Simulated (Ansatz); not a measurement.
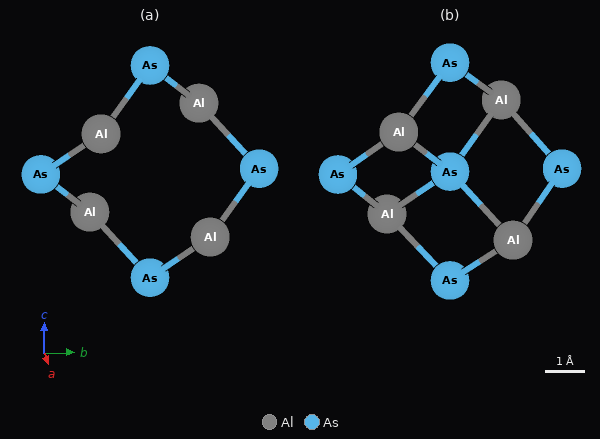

Left: perfect AlAs. Right: the same region with one point defect, after relaxing the atoms in a supercell of 32 sites. The picture is a ball-and-stick view of the atoms within 4.6 Å of one point, in a slice 4.2 Å thick across the line of sight, seen from a free direction.

Level of theory: Ansatz 0.2.0, DFT PBE, scalar-relativistic, plane waves, PAW. (plane-wave cutoff 420 eV; k-point mesh 2 × 2 × 2; occupations gaussian; smearing width 0.01 eV; mesh shifted by (0.5, 0.5, 0.5); no spin polarisation) The cell is small and the k-mesh coarse, so the numbers are rough. A uniform background neutralises the charged cell. The axes drawn are those of the host's conventional cell.

Q: What kind of defect was made?

A: An extra arsenic atom is put between the host's atoms (an interstitial).

The charge state of the cell is +1.

Q: What does the relaxation do around it?

A: The As atom starts with 4 Al at 2.48 Å, 6 As at 2.86 Å around its place and ends with 4 Al at 2.60 Å, 6 As at 2.94 Å. Of the host's atoms, an aluminium atom moves furthest from its site, by 0.12 Å.
